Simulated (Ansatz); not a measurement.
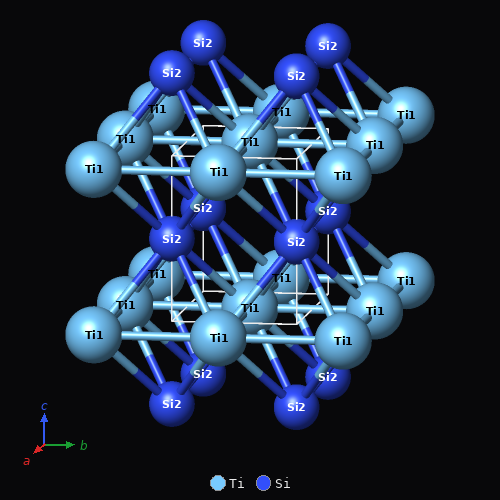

The system is TiSi (Cmmm, No. 65; 2 atoms in the cell); the picture shows the reference structure. The cell is strained homogeneously, by one strain along x and y and another along z, with fractional coordinates fixed (x along [1 0 0], z along [0 0 1] of the conventional cell). First axis: strain along x and y. Second axis: strain along z. The scan uses a 5 × 5 grid. Points are written as (first, second). All energies are given in meV/atom relative to the lowest grid point. The reference cell is the one listed in the database, not relaxed at this level. Computed with DFT PBEsol, scalar-relativistic, plane waves, PAW in Ansatz 0.2.0. Settings: cutoff 420 eV, k-mesh 18×18×12 in the order of the run's cell vectors, gaussian smearing 0.15 eV, no spin polarisation.

Its coordinates:

```xyz
2
Lattice="1.8162 -2.1176 0.0000 1.8162 2.1176 0.0000 0.0000 0.0000 3.8039" Properties=species:S:1:pos:R:3 pbc="T T T"
Ti    1.8162    0.0000    0.0000
Si    0.0000    0.0000    1.9020
```

Range: strain along x and y from −3.0 to 3.0 %; strain along z from −3.0 to 3.0 %.

What landscape does the calculation give?

The lowest grid point is at (−1.5 %, 0.0 %). No other kind of well shows on this grid. The highest grid point, (3.0 %, 3.0 %), lies 86.4 meV/atom above the lowest. Round the minimum the valley is strongly tilted: raising strain along x and y shifts the best value of strain along z downwards (coupling k₁₂/√(k₁₁k₂₂) about 0.6).

| strain along z ↓, strain along x and y → | −3.0 | −1.5 | 0.0 | 1.5 | 3.0 |
| --- | --- | --- | --- | --- | --- |
| 3.0 | 9.1 | 12.3 | 27.2 | 52.2 | 86.4 |
| 1.5 | 4.7 | 3.7 | 14.6 | 36.0 | 66.7 |
| 0.0 | 5.6 | 0.0 | 6.7 | 24.1 | 51.1 |
| −1.5 | 12.1 | 1.7 | 3.8 | 17.0 | 39.9 |
| −3.0 | 24.8 | 9.1 | 6.3 | 14.7 | 33.3 |

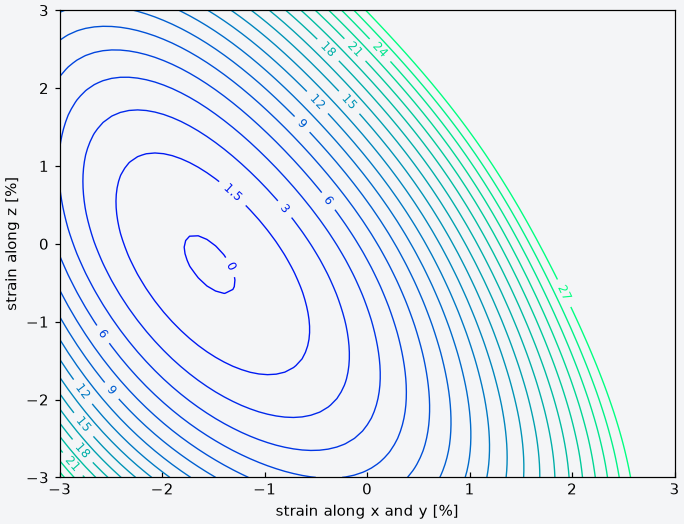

The picture shows contour lines labelled in meV/atom (none above 27). Between grid points the surface is interpolated.
